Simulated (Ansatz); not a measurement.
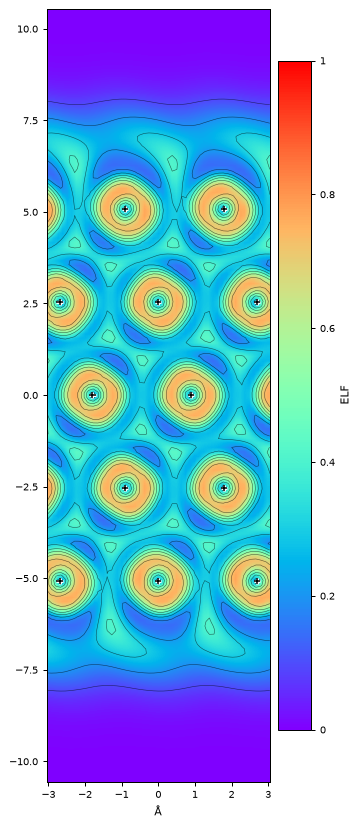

The ELF on a plane through atoms (crosses mark nuclei in the plane).

The calculation used Ansatz, DFT LDA, scalar-relativistic, plane waves, PAW.

Candidates:
A. CuO (slab), a = 2.85 Å, b = 6.45 Å, c = 28.66 Å, α = 90.00°, β = 90.00°, γ = 116.12°. Computed without spin polarisation.
B. Mo (slab), a = 2.69 Å, b = 4.40 Å, c = 27.70 Å, α = 90.00°, β = 90.00°, γ = 90.00°. Not relaxed (largest force 1.8 eV/Å); computed without spin polarisation.

Q: Which system is this?

A: Candidate B: Mo on the (010) plane of the calculation cell, a cut from vacuum to vacuum, which holds Mo. Mo–Mo (2.69 Å): the ELF is about 0.30 at the midpoint (no localised pair shows between them).
